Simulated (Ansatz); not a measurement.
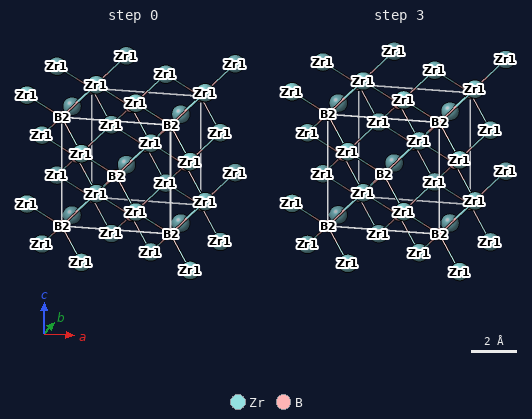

The structure of crystalline ZrB (a generated structure, set up in F-43m) (coarse preliminary run) before (left) and after (right) a relaxation, at one scale.

The picture is a ball-and-stick view of the conventional cell (4 times the calculation's cell), seen slightly off an axis. Lengths and directions refer to the drawn axes.

Case: Ti → Zr on all its sites, cell and atoms relaxed.

Computed with Ansatz 0.2.0, DFT PBEsol, scalar-relativistic, plane waves, PAW.

The input:
```yaml
crystal:
  lattice:
    - [0.0, 2.5529776531, 2.5529776531]
    - [2.5529776531, 0.0, 2.5529776531]
    - [2.5529776531, 2.5529776531, 0.0]
  atoms:
    - { symbol: Zr, position: [0.75, 0.75, 0.75] }
    - { symbol: B, position: [0.0, 0.0, 0.0] }
basis:
  ecutwfc: 420
kpoints:
  mp_grid: { grid: [6, 6, 6] }
hamiltonian:
  xc: pbesol
scf:
  occupations: { method: gaussian, width: 0.1 }
output:
  forces: true
  stress: true
  eigenvalues: true
relax:
  adjacent_minimum: "off"
  f_tol: 0.05
  max_steps: 60
  cell: { stress_tol: 0.5 }
```

Run as
```bash
ansatz run input.yaml --threads 1 --pin off --max-ram 2560MiB --backend cpu --events-out ev --progress --plain --runs-dir out
```

> What changed between the two?

After 2 accepted moves (3 points after the start) the energy has fallen by 74.1 meV per cell of the calculation. All forces vanish by symmetry, so only the cell relaxes. The pressure goes from 9.31 to −0.06 GPa. The SCF was repeated once at an unchanged geometry on a basis and grid sized afresh for the cell, which shifted the energy by 1.5 meV per cell of the calculation at most. The atoms keep their places relative to the cell (all moves are under 0.005 Å). The drawn cell changes as follows: a = b = c 5.106 → 5.242 Å (+2.7 %); the volume changes by +8.2 %. Near-neighbour distances that change, for instance: Zr1–B2 2.211 → 2.270 Å. The space group stays F-43m (No. 216). Cost: 2.1 s on 1 thread of Intel(R) Xeon(R) 6975P-C (Granite Rapids), with other jobs on the host, peak memory 0.33 GiB.
